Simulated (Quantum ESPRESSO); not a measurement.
## CsSnI₃: band-structure run (part 2 of 2)

The same run, continued: CsSnI₃ (Pm-3m, 5 atoms in the cell); Kohn-Sham DFT of a periodic cell, r2SCAN, SG15 PBE 1.2, no spin polarisation (Quantum ESPRESSO 7.5); cutoff 1020.43 eV, 3×3×3 k-mesh, fermi-dirac of 0.05 eV. The structure derives from an entry of the Crystallography Open Database.

Geometry of the input (Å; fractional positions):
```
6.2057  0.0000  0.0000
0.0000  6.2057  0.0000
0.0000  0.0000  6.2057
Cs 0.0000  0.0000  0.0000
I  0.5000  0.5000  0.0000
I  0.5000  0.0000  0.5000
I  0.0000  0.5000  0.5000
Sn 0.5000  0.5000  0.5000
```

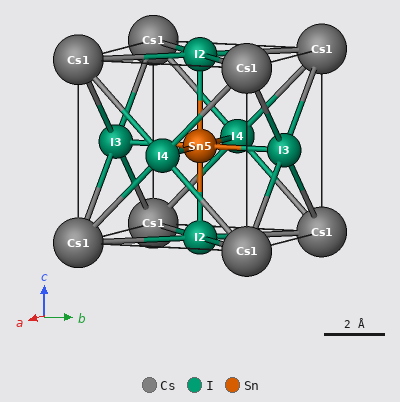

Fig. 1: The structure as given in the input (ball-and-stick view of the cell of the calculation, seen slightly off an axis; atoms are numbered from 1 in the order of the input). An atom can appear more than once, as a periodic image.

### Output, continued
```
     total energy              =    -754.63700288 Ry
     estimated scf accuracy    <       0.00013348 Ry

     iteration #  7     ecut=    75.00 Ry     beta= 0.50
     Davidson diagonalization with overlap
     ethr =  1.80E-07,  avg # of iterations =  1.0

     total energy              =    -754.63700558 Ry
     estimated scf accuracy    <       0.00000098 Ry

     iteration #  8     ecut=    75.00 Ry     beta= 0.50
     Davidson diagonalization with overlap
     ethr =  1.32E-09,  avg # of iterations =  4.1

     total energy              =    -754.63700612 Ry
     estimated scf accuracy    <       0.00000041 Ry

     iteration #  9     ecut=    75.00 Ry     beta= 0.50
     Davidson diagonalization with overlap
     ethr =  5.49E-10,  avg # of iterations =  1.0

     total energy              =    -754.63700614 Ry
     estimated scf accuracy    <       0.00000001 Ry

     iteration # 10     ecut=    75.00 Ry     beta= 0.50
     Davidson diagonalization with overlap
     ethr =  1.67E-11,  avg # of iterations =  2.4

     End of self-consistent calculation

          k = 0.0000 0.0000 0.0000 ( 17773 PWs)   bands (ev):

   -38.8358 -38.8354 -38.8354 -38.7758 -38.7758 -38.7758 -38.7750 -38.7750
   -38.7750 -38.6241 -38.6241 -38.6241 -38.6226 -38.6225 -38.6222 -17.3121
   -16.1425 -16.1425 -16.1161 -16.1161 -16.1161  -8.1880  -7.4714  -7.4714
    -3.5831  -3.5831  -3.5831  -0.7967   0.9016   0.9016   0.9016   3.2653
     3.2653   3.2653   3.4166   3.4166   3.4166   8.4363   9.3223   9.3223
     9.8250   9.8250   9.8250  10.6976  10.6976  10.6976  12.3062  12.3062
    12.3062

          k = 0.0000 0.0000 0.3333 ( 17708 PWs)   bands (ev):

   -38.8357 -38.8354 -38.8354 -38.7758 -38.7756 -38.7756 -38.7752 -38.7752
   -38.7750 -38.6241 -38.6241 -38.6241 -38.6225 -38.6225 -38.6223 -17.3118
   -16.1425 -16.1408 -16.1163 -16.1163 -16.1161  -8.0600  -7.6242  -7.4693
    -3.5779  -3.5779  -3.5696  -1.5381   0.9869   0.9869   2.3244   3.1067
     3.1067   3.1521   3.3216   3.3216   3.5939   8.0380   9.4073   9.9018
    10.1025  10.2002  10.3441  10.3441  10.9403  10.9403  11.3212  12.5326
    12.6927

          k = 0.0000 0.3333 0.0000 ( 17708 PWs)   bands (ev):

   -38.8357 -38.8354 -38.8354 -38.7758 -38.7756 -38.7756 -38.7752 -38.7752
   -38.7750 -38.6241 -38.6241 -38.6241 -38.6226 -38.6225 -38.6223 -17.3118
   -16.1425 -16.1408 -16.1163 -16.1163 -16.1161  -8.0600  -7.6242  -7.4693
    -3.5779  -3.5779  -3.5696  -1.5381   0.9869   0.9869   2.3244   3.1067
     3.1067   3.1521   3.3216   3.3216   3.5939   8.0380   9.4073   9.9018
    10.1025  10.2002  10.3441  10.3441  10.9403  10.9403  11.3212  12.5325
    12.6927

          k = 0.0000 0.3333 0.3333 ( 17681 PWs)   bands (ev):

   -38.8356 -38.8354 -38.8354 -38.7756 -38.7756 -38.7755 -38.7753 -38.7752
   -38.7752 -38.6242 -38.6241 -38.6241 -38.6225 -38.6225 -38.6223 -17.3115
   -16.1417 -16.1400 -16.1165 -16.1163 -16.1163  -7.9358  -7.6486  -7.5703
    -3.5813  -3.5741  -3.5734  -2.1334   1.0940   2.1842   2.2963   2.8022
     3.0460   3.1060   3.2394   3.6622   3.9294   7.7578   7.9518   9.9969
    10.1003  10.3728  10.6216  10.9976  11.0206  11.2994  11.6269  12.0246
    12.7216

          k = 0.0000 0.3333-0.3333 ( 17681 PWs)   bands (ev):

   -38.8356 -38.8354 -38.8354 -38.7756 -38.7756 -38.7755 -38.7753 -38.7752
   -38.7752 -38.6242 -38.6241 -38.6241 -38.6225 -38.6225 -38.6223 -17.3115
   -16.1417 -16.1400 -16.1165 -16.1163 -16.1163  -7.9358  -7.6486  -7.5703
    -3.5813  -3.5741  -3.5734  -2.1334   1.0940   2.1842   2.2963   2.8022
     3.0460   3.1060   3.2394   3.6622   3.9294   7.7578   7.9518   9.9969
    10.1003  10.3728  10.6216  10.9976  11.0206  11.2994  11.6269  12.0246
    12.7218

          k = 0.3333 0.0000 0.0000 ( 17708 PWs)   bands (ev):

   -38.8357 -38.8354 -38.8354 -38.7758 -38.7756 -38.7756 -38.7752 -38.7752
   -38.7750 -38.6241 -38.6241 -38.6241 -38.6225 -38.6225 -38.6223 -17.3118
   -16.1425 -16.1408 -16.1163 -16.1163 -16.1161  -8.0600  -7.6242  -7.4693
    -3.5779  -3.5779  -3.5696  -1.5381   0.9869   0.9869   2.3244   3.1067
     3.1067   3.1521   3.3216   3.3216   3.5939   8.0380   9.4073   9.9018
    10.1025  10.2002  10.3441  10.3441  10.9403  10.9403  11.3212  12.5325
    12.6927

          k = 0.3333 0.0000 0.3333 ( 17681 PWs)   bands (ev):

   -38.8356 -38.8354 -38.8354 -38.7756 -38.7756 -38.7755 -38.7753 -38.7752
   -38.7752 -38.6242 -38.6241 -38.6241 -38.6225 -38.6225 -38.6223 -17.3115
   -16.1417 -16.1400 -16.1165 -16.1163 -16.1163  -7.9358  -7.6486  -7.5703
    -3.5813  -3.5741  -3.5734  -2.1334   1.0940   2.1842   2.2963   2.8022
     3.0460   3.1060   3.2394   3.6622   3.9294   7.7578   7.9518   9.9969
    10.1003  10.3728  10.6216  10.9976  11.0206  11.2994  11.6269  12.0246
    12.7218

          k = 0.3333 0.0000-0.3333 ( 17681 PWs)   bands (ev):

   -38.8356 -38.8354 -38.8354 -38.7756 -38.7756 -38.7755 -38.7753 -38.7752
   -38.7752 -38.6242 -38.6241 -38.6241 -38.6225 -38.6225 -38.6223 -17.3115
   -16.1417 -16.1400 -16.1165 -16.1163 -16.1163  -7.9358  -7.6486  -7.5703
    -3.5813  -3.5741  -3.5734  -2.1334   1.0940   2.1842   2.2963   2.8022
     3.0460   3.1060   3.2394   3.6622   3.9294   7.7578   7.9518   9.9969
    10.1003  10.3728  10.6216  10.9976  11.0206  11.2994  11.6269  12.0247
    12.7222

          k = 0.3333 0.3333 0.0000 ( 17681 PWs)   bands (ev):

   -38.8356 -38.8354 -38.8354 -38.7756 -38.7756 -38.7755 -38.7753 -38.7752
   -38.7752 -38.6242 -38.6241 -38.6241 -38.6225 -38.6225 -38.6223 -17.3115
   -16.1417 -16.1400 -16.1165 -16.1163 -16.1163  -7.9358  -7.6486  -7.5703
    -3.5813  -3.5741  -3.5734  -2.1334   1.0940   2.1842   2.2963   2.8022
     3.0460   3.1060   3.2394   3.6622   3.9294   7.7578   7.9518   9.9969
    10.1003  10.3728  10.6216  10.9976  11.0206  11.2994  11.6269  12.0246
    12.7221

          k = 0.3333 0.3333 0.3333 ( 17709 PWs)   bands (ev):

   -38.8355 -38.8354 -38.8354 -38.7755 -38.7755 -38.7755 -38.7753 -38.7753
   -38.7752 -38.6242 -38.6241 -38.6241 -38.6225 -38.6225 -38.6224 -17.3113
   -16.1400 -16.1400 -16.1165 -16.1165 -16.1165  -7.8400  -7.6436  -7.6436
    -3.5925  -3.5925  -3.5788  -2.6711   2.2852   2.2852   2.3286   2.5910
     2.5910   3.6415   3.6415   3.6882   4.1151   7.5226   7.5226   7.8932
     9.7511  10.4634  10.4634  10.7158  11.3811  11.3811  12.1842  12.7203
    12.7203

          k = 0.3333 0.3333-0.3333 ( 17709 PWs)   bands (ev):

   -38.8355 -38.8354 -38.8354 -38.7755 -38.7755 -38.7755 -38.7753 -38.7753
   -38.7752 -38.6242 -38.6241 -38.6241 -38.6225 -38.6225 -38.6224 -17.3113
   -16.1400 -16.1400 -16.1165 -16.1165 -16.1165  -7.8400  -7.6436  -7.6436
    -3.5925  -3.5925  -3.5788  -2.6711   2.2852   2.2852   2.3286   2.5910
     2.5910   3.6415   3.6415   3.6882   4.1151   7.5226   7.5226   7.8932
     9.7511  10.4634  10.4634  10.7158  11.3811  11.3811  12.1843  12.7203
    12.7204

          k = 0.3333-0.3333 0.0000 ( 17681 PWs)   bands (ev):

   -38.8356 -38.8354 -38.8354 -38.7756 -38.7756 -38.7755 -38.7753 -38.7752
   -38.7752 -38.6242 -38.6241 -38.6241 -38.6225 -38.6225 -38.6223 -17.3115
   -16.1417 -16.1400 -16.1165 -16.1163 -16.1163  -7.9358  -7.6486  -7.5703
    -3.5813  -3.5741  -3.5734  -2.1334   1.0940   2.1842   2.2963   2.8022
     3.0460   3.1060   3.2394   3.6622   3.9294   7.7578   7.9518   9.9969
    10.1003  10.3728  10.6216  10.9976  11.0206  11.2994  11.6269  12.0246
    12.7218

          k = 0.3333-0.3333 0.3333 ( 17709 PWs)   bands (ev):

   -38.8355 -38.8354 -38.8354 -38.7755 -38.7755 -38.7755 -38.7753 -38.7753
   -38.7752 -38.6242 -38.6241 -38.6241 -38.6225 -38.6225 -38.6224 -17.3113
   -16.1400 -16.1400 -16.1165 -16.1165 -16.1165  -7.8400  -7.6436  -7.6436
    -3.5925  -3.5925  -3.5788  -2.6711   2.2852   2.2852   2.3286   2.5910
     2.5910   3.6415   3.6415   3.6882   4.1151   7.5226   7.5226   7.8932
     9.7511  10.4634  10.4634  10.7158  11.3811  11.3811  12.1842  12.7202
    12.7205

          k = 0.3333-0.3333-0.3333 ( 17709 PWs)   bands (ev):

   -38.8355 -38.8354 -38.8354 -38.7755 -38.7755 -38.7755 -38.7753 -38.7753
   -38.7752 -38.6242 -38.6241 -38.6241 -38.6225 -38.6225 -38.6224 -17.3113
   -16.1400 -16.1400 -16.1165 -16.1165 -16.1165  -7.8400  -7.6436  -7.6436
    -3.5925  -3.5925  -3.5788  -2.6711   2.2852   2.2852   2.3286   2.5910
     2.5910   3.6415   3.6415   3.6882   4.1151   7.5226   7.5226   7.8932
     9.7511  10.4634  10.4634  10.7158  11.3811  11.3811  12.1842  12.7202
    12.7203

     the Fermi energy is     5.8312 ev

!    total energy              =    -754.63700614 Ry
     estimated scf accuracy    <          3.1E-09 Ry
     smearing contrib. (-TS)   =      -0.00000000 Ry
     internal energy E=F+TS    =    -754.63700614 Ry

     The total energy is F=E-TS. E is the sum of the following terms:
     one-electron contribution =    -484.79386283 Ry
     hartree contribution      =     245.09590997 Ry
     xc contribution           =     -77.50727180 Ry
     ewald contribution        =    -437.43178149 Ry

     convergence has been achieved in  10 iterations

     Forces acting on atoms (cartesian axes, Ry/au):

     atom    1 type  1   force =     0.00000131   -0.00000040   -0.00000024
     atom    2 type  2   force =     0.00000480   -0.00000084    0.00000376
     atom    3 type  2   force =     0.00000031    0.00000117   -0.00000511
     atom    4 type  2   force =    -0.00000161   -0.00000341   -0.00000753
     atom    5 type  3   force =    -0.00000481    0.00000348    0.00000912

     Total force =     0.000016     Total SCF correction =     0.000096
     SCF correction compared to forces is large: reduce conv_thr to get better values

     Computing stress (Cartesian axis) and pressure

          total   stress  (Ry/bohr**3)                   (kbar)     P=       -6.14
  -0.00004174  -0.00000000  -0.00000000           -6.14       -0.00       -0.00
  -0.00000000  -0.00004174   0.00000000           -0.00       -6.14        0.00
  -0.00000000   0.00000000  -0.00004174           -0.00        0.00       -6.14

=------------------------------------------------------------------------------=
   JOB DONE.
=------------------------------------------------------------------------------=
```

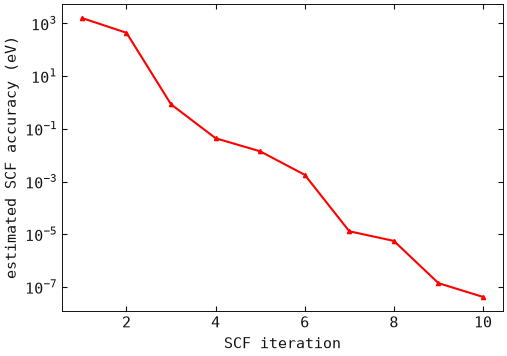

Fig. 2: Convergence of the self-consistent field: estimated SCF accuracy against the iteration. The field takes 10 iterations in all.
